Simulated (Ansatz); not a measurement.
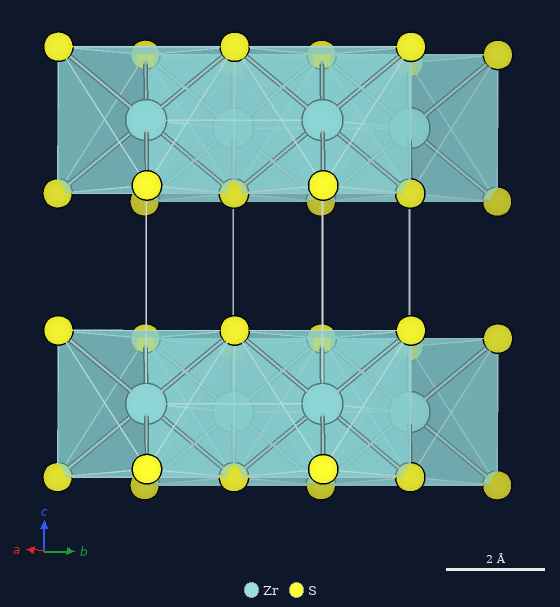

The starting point is a symmetric starting cell of ZrS2. Style: polyhedral. Shown: the cell of the calculation, from a free direction.

All numbers below come from Ansatz 0.2.0, DFT r2SCAN, scalar-relativistic, plane waves, PAW. Set-up: plane-wave cutoff 500 eV; k-point mesh 9 × 9 × 6; occupations gaussian; smearing width 0.02 eV; no spin polarisation.

The variant: The cell is strained by −1.1 % along c and +4.9 % across it (volume +8.8 %) and the S atoms are displaced by 0.04 Å relative to the cell: S3 0.04 Å along −c. No relaxation follows. The starting cell wasn't computed here and needn't be at equilibrium, so pressure and forces aren't due to the change alone.

Input file:
```yaml
crystal:
  lattice:
    - [3.8074333937, 0.0, 0.0]
    - [-1.9037166969, 3.2973340421, 0.0]
    - [0.0, 0.0, 5.784948]
  atoms:
    - { symbol: Zr, position: [0.0, 0.0, 0.0] }
    - { symbol: S, position: [0.3333333333, 0.6666666667, 0.2554807429] }
    - { symbol: S, position: [0.6666666667, 0.3333333333, 0.7445192571] }
basis:
  ecutwfc: 500
kpoints:
  mp_grid: { grid: [9, 9, 6] }
hamiltonian:
  xc: r2scan
scf:
  occupations: { method: gaussian, width: 0.02 }
output:
  forces: true
  stress: true
  eigenvalues: true
  populations: true
```

Q: What does the calculation give for the changed structure?

A: The pressure is −7.1 GPa (not all of it need come from the change, since the unchanged cell can be under pressure at this level too). The principal stresses (compression positive) are −5.1 GPa along c and −8.1 GPa across it. The largest forces, 1.1 eV/Å, act on S2 and S3; on S2 it points along −c. The forces point straight back along the displacements (cosine −1.00). Near-neighbour distances before and after: S–Zr 2.553 → 2.649 Å. The space group stays P-3m1 (No. 164).

The changed structure in the same view:

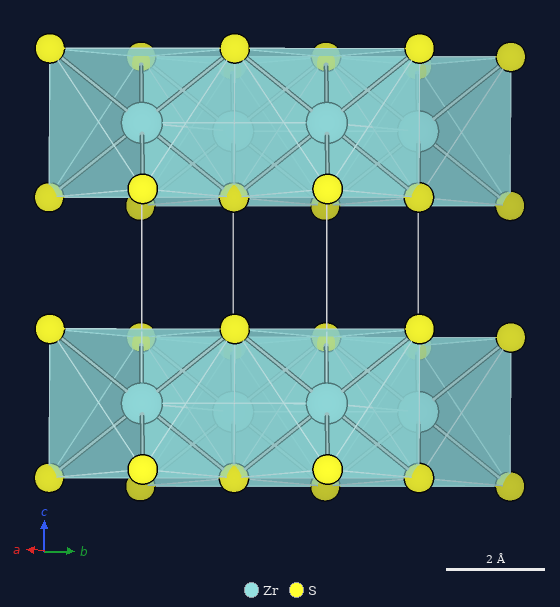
